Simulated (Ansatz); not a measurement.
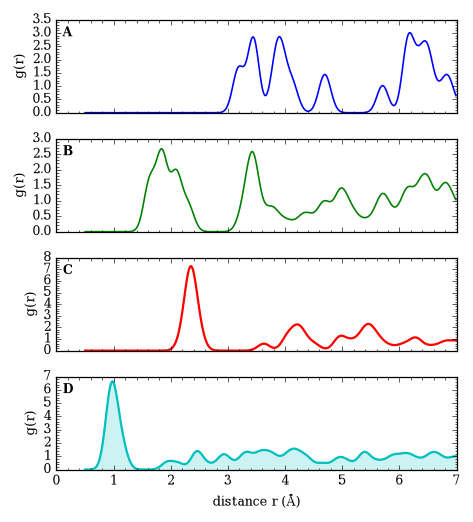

Element-resolved g(r), computed from the atomic positions of CdH2O2, each distance broadened by a Gaussian of σ = 0.10 Å. Structure used: a model structure set up as the input of an electronic-structure calculation (not necessarily at equilibrium). The cell comes from a structure generator, not from experiment.

Space group P1 (No. 1). a = 3.445 Å, b = 5.711 Å, c = 6.141 Å, α = 113.73°, β = 105.95°, γ = 92.71°
```tsv
atom	site	symmetry	x	y	z
Cd	1a	1	0.1499	0.1461	0.2986
Cd	1a	1	0.8454	0.8479	0.6995
H	1a	1	0.8413	0.3168	0.6703
H	1a	1	0.1663	0.6473	0.3325
H	1a	1	0.1679	0.5020	0.0018
O	1a	1	0.5152	0.8884	0.0024
O	1a	1	0.7864	0.4038	0.5607
O	1a	1	0.2156	0.8345	0.4265
H	1a	1	0.7678	0.3328	0.0014
O	1a	1	0.0553	0.3013	0.9913
```

### Which pair of elements belongs to which panel?

panel A is Cd–Cd (first distance 3.19 Å); panel B is H–H (first distance 1.64 Å); panel C is Cd–O (first distance 2.21 Å); panel D is H–O (first distance 0.97 Å).

### Give the first two coordination shells of each pair (distances closer than 0.12 Å counted as one shell; neighbours averaged over all atoms of the first element).

```json
{"pair": "Cd–Cd", "first shell (Å)": "3.19", "neighbours in it": "1 Cd per Cd", "second shell (Å)": "3.45", "neighbours in the second": "2"}
{"pair": "H–H", "first shell (Å)": "1.64", "neighbours in it": "0.5 H per H", "second shell (Å)": "1.85–1.86", "neighbours in the second": "1"}
{"pair": "Cd–O", "first shell (Å)": "2.21–2.52", "neighbours in it": "6 O per Cd", "second shell (Å)": "3.60–3.67", "neighbours in the second": "1"}
{"pair": "H–O", "first shell (Å)": "0.97–1.03", "neighbours in it": "0.75 O per H", "second shell (Å)": "1.16", "neighbours in the second": "0.25"}
```
